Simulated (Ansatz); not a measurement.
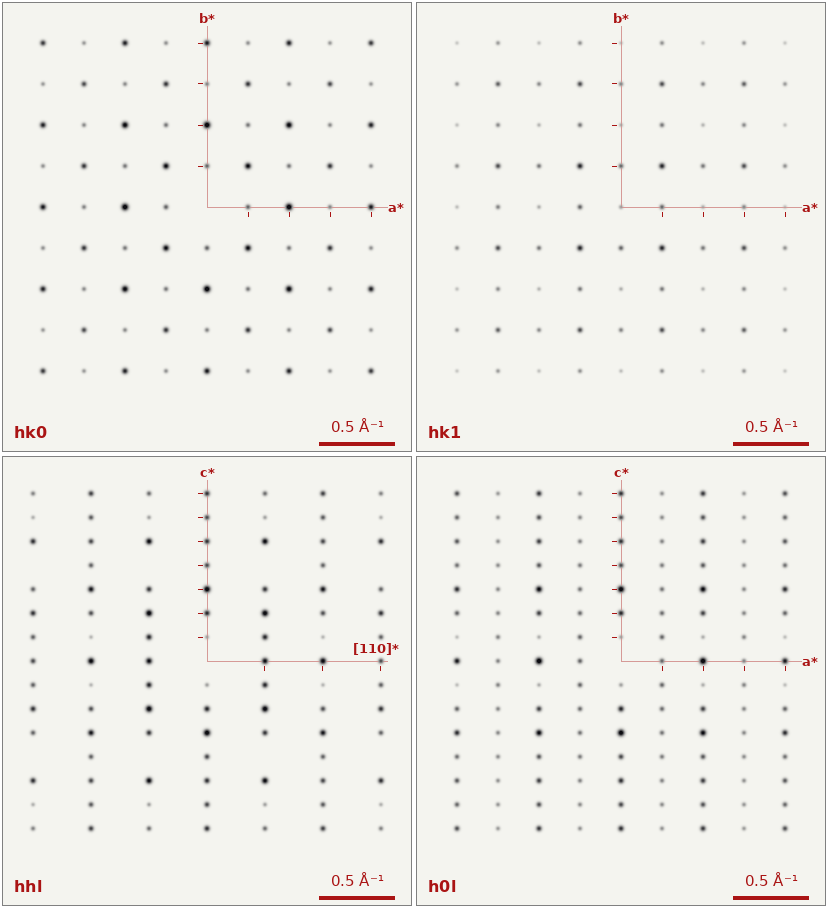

Simulated precession-type sections (X-rays; kinematic intensities, B = 0.5 Å²). The ticks mark integer indices of the conventional cell.

> Read the reciprocal cell and give the direct cell.

a* = 0.275, b* = 0.275, c* = 0.161 Å⁻¹; the cell is tetragonal with a = 3.63 Å, c = 6.23 Å.

> Which reflection conditions do the layers show?

Reflections are present only under these conditions. hkl: no condition; hk0: no condition; h0l: no condition; hhl: no condition; h00: no condition; 00l: no condition. The lattice is primitive (P). A few very weak reflections are below the display threshold.

> Which space groups fit?

The intensities have Laue symmetry 4/mmm (the hk0 layer shows 4mm, hk1 shows 4mm). With these conditions the candidates are P422 (No. 89), P4mm (No. 99), P-42m (No. 111), P-4m2 (No. 115), P4/mmm (No. 123). Diffraction geometry alone does not choose among them; the structure has P4/mmm. The compound is Rh. Structure: the geometry relaxed with Ansatz, DFT PBE, scalar-relativistic, plane waves, PAW; the starting structure was generated, so it need not be a known form of this composition.
